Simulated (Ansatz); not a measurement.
# MgS: what the fields show

Input file:

```
crystal:
  lattice:
    - [1.0172772784, 3.1971571608, 3.1971571608]
    - [3.1971571608, 1.0172772784, 3.1971571608]
    - [3.1971571608, 3.1971571608, 1.0172772784]
  atoms:
    - { symbol: Mg, position: [0.0, 0.0, 0.0] }
    - { symbol: S, position: [0.5, 0.5, 0.5] }
basis:
  ecutwfc: 420
kpoints:
  mp_grid: { grid: [8, 8, 8] }
hamiltonian:
  xc: pbe
scf:
  occupations: { method: gaussian, width: 0.05 }
output:
  forces: true
  stress: true
  eigenvalues: true
  write_density: true
  write_potential: true
  elf: true
  volumetric_format: npy
```

Command:

```sh
ansatz run input.yaml --threads 1 --pin off --max-ram 2560MiB --backend cpu --events-out ev --progress --plain --runs-dir out
```

Below, planes, directions and counts refer to the conventional cell (a = 3.08 Å, b = 3.08 Å, c = 12.84 Å, α = 90.00°, β = 90.00°, γ = 120.00°).

Space group R-3m; computed pressure about 3 GPa in this cell.

All numbers below come from Ansatz 0.2.0, DFT PBE, scalar-relativistic, plane waves, PAW.

Core electrons are frozen (PAW), and the valence fields are smoothed inside the atomic spheres.

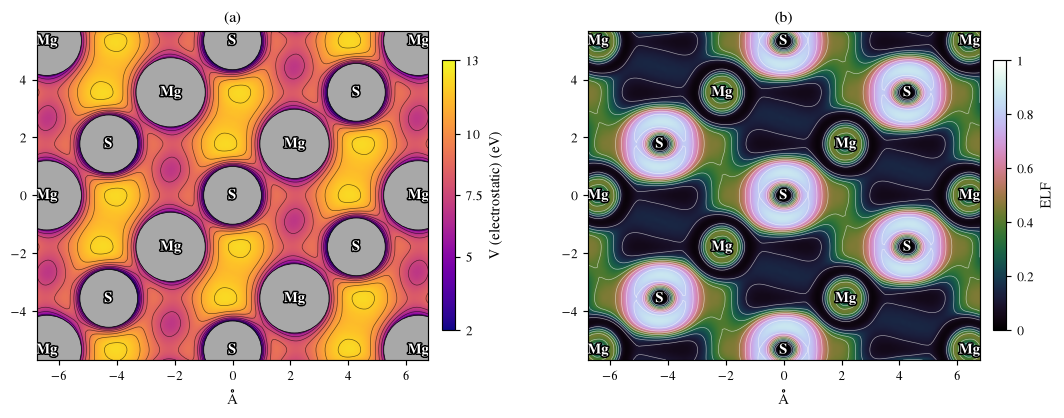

Figure 1. (a) electrostatic potential (local pseudopotential plus Hartree) felt by an electron; (b) ELF on the (110) plane of the conventional cell. Grey discs cover the atomic cores in the potential map.

### Describe what can be read from this map.

- The plane passes through Mg and S nuclei.
- Mg–S (2.78 Å): the ELF peaks at about 0.85 in the valence shell of S, 0.8 Å from its nucleus, and is about 0.55 at the midpoint.
- Outside the cores the potential energy rises away from the atoms and is highest about 1.8 Å from the nearest atoms; its zero is arbitrary.

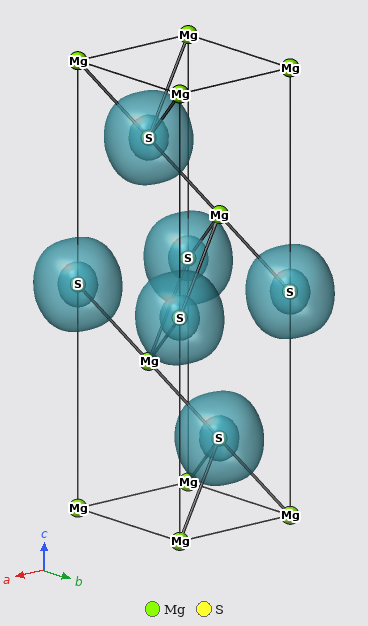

Figure 2. Isosurface of the electron localisation function at 0.7 (cyan), seen at an oblique angle. Core shells and regions of very low density are left out. Sticks mark near contacts.

### What do the ELF domains correspond to?

At this value the surface marks out three regions wrapped around S (the valence shell of each), counted in one cell of 6 atoms. Regions shared between cells count once.

### Does the calculation make it a metal, or give it a gap?

It is gapless in this calculation (a metal or semimetal).
